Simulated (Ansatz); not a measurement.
System: a (100) slab cut from CoO (Fm-3m), of composition Co4O5 (not the bulk's), ended by CoO planes, 9 atoms in the cell. Starting structure of the relaxation:

```cif
data_structure
_symmetry_space_group_name_H-M 'P 1'
_symmetry_Int_Tables_number 1
_cell_length_a 2.9465
_cell_length_b 2.9465
_cell_length_c 25.2504
_cell_angle_alpha 90.000
_cell_angle_beta 90.000
_cell_angle_gamma 90.000
_cell_volume 219.21
loop_
_atom_site_label
_atom_site_type_symbol
_atom_site_fract_x
_atom_site_fract_y
_atom_site_fract_z
_atom_site_occupancy
Co1 Co 0.50000 0.50000 0.33663 1
O1 O 0.00000 0.00000 0.33663 1
Co2 Co 0.00000 0.00000 0.41914 1
O2 O 0.50000 0.50000 0.41914 1
Co3 Co 0.50000 0.50000 0.51095 1
O3 O 0.00000 0.00000 0.50132 1
Co4 Co 0.00000 0.00000 0.58192 1
O4 O 0.50000 0.50000 0.59097 1
O5 O 0.00000 0.50000 0.63137 1
```

Level of theory: DFT PBEsol, scalar-relativistic, plane waves, PAW, spin-polarised, 10×10×1 k mesh, Gaussian smearing of 0.1 eV; code Ansatz.

What does the potential across the slab give for the work function?

The work function is 7.40 eV at the right face and 3.67 eV at the left. The vacuum level is 3.73 eV higher at the right than at the left, so the slab carries a dipole along its normal; the ramp in the vacuum, at or near the edge of the plot, is the dipole correction that keeps each side flat. Some atoms were held fixed in the relaxation, which can itself make the faces differ. The outermost atoms are 7.9 Å apart, which leaves 17.4 Å of vacuum in a cell 25.3 Å high.

The run may have settled in a state above the lowest, so this need not be the ground state. Some starting moments didn't survive the run.

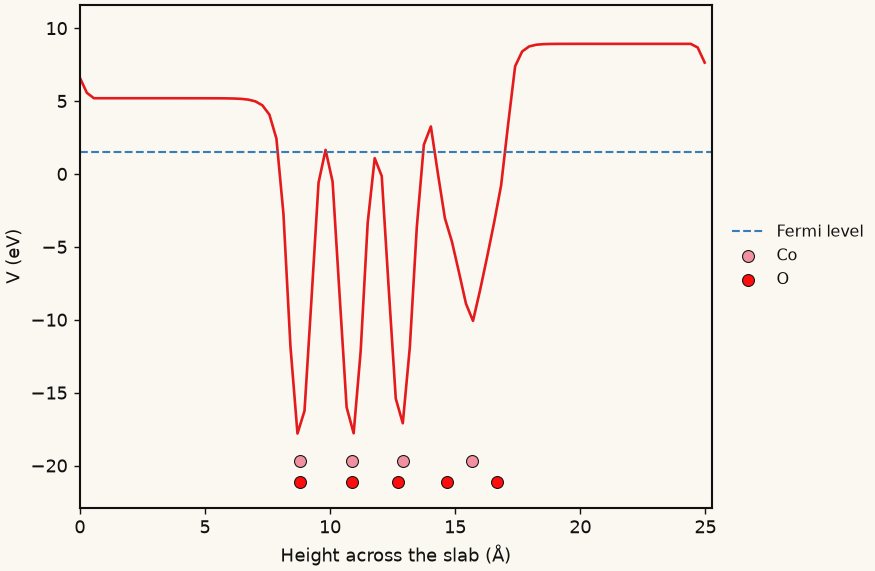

Plane-averaged electrostatic potential energy of an electron across the slab; circles at the bottom mark the heights of the atoms (positions after relaxation).
